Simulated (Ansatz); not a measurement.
System: CuAu.

```
Au Cu
1.0
     2.75337    0.00000    0.00000
     0.00000    2.75337    0.00000
     0.00000    0.00000    3.60977
Au Cu
1 1
Direct
  0.00000 0.00000 0.00000
  0.50000 0.50000 0.50000
```

Space group P4/mmm.

These are results of Kohn-Sham DFT of a periodic cell, LDA, Ansatz PAW (Ansatz), not measurements.

### What will maps of the valence pseudo-density and electron localisation function show?

Cu–Au (2.65 Å): the density is about 0.33 e/Å³ at the midpoint; the ELF is about 0.25 at the midpoint; no shared electron pair shows on this line.
Au–Au (2.75 Å): ρ is about 0.36 e/Å³ halfway; the ELF is about 0.25 at the midpoint (no localised pair shows between them).
Cu–Cu (2.75 Å): the density is about 0.23 e/Å³ at the midpoint; the ELF is about 0.20 at the midpoint; no localised pair shows between them.

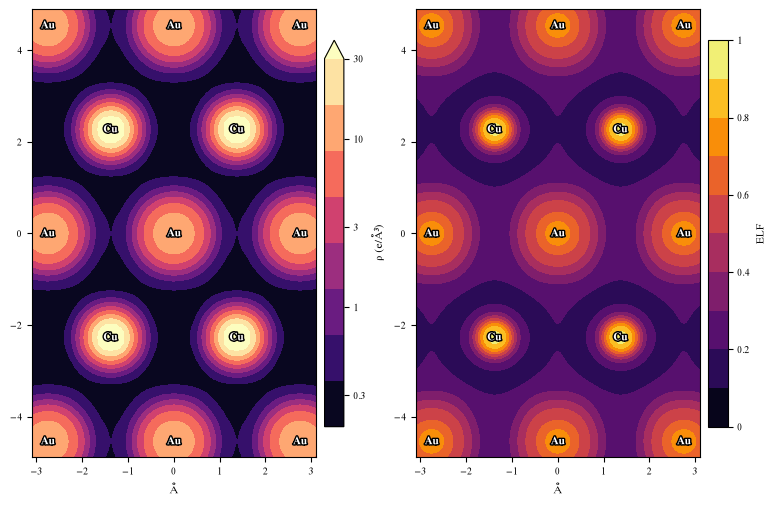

Computed valence pseudo-density and electron localisation function on the (011) plane of the conventional cell, in this order. 

The density is the valence pseudo-density of a PAW calculation; it isn't the true density close to the nuclei.
